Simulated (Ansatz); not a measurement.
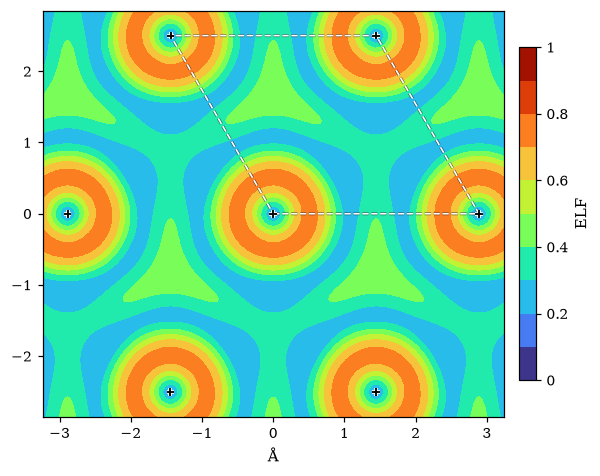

The ELF on a plane through atoms (crosses mark nuclei in the plane).

The calculation used Ansatz 0.2.0, DFT, BLYP, plane waves (420 eV) with PAW, scalar-relativistic.

Candidates:
A. Re, a = 2.89 Å, b = 2.89 Å, c = 4.65 Å, α = 89.99°, β = 89.99°, γ = 119.98°. Space group P6₃/mmc; set up as Re, beta-Sn type; a generated structure, not necessarily the stable one; changed on purpose from its base cell (volume × 1.08); computed pressure about −21 GPa in this cell; computed without spin polarisation.
B. Cr, a = 5.63 Å, b = 5.63 Å, c = 5.63 Å, α = 90.00°, β = 90.00°, γ = 90.00°. Space group Fd-3m; set up as Cr, diamond; a generated structure, not necessarily the stable one; changed on purpose from its base cell (volume × 1.08); spin-polarised.

Which system is this?

Candidate A: Re on the (001) plane of the conventional cell, which holds Re. Re–Re (2.89 Å): the ELF is about 0.40 at the midpoint.
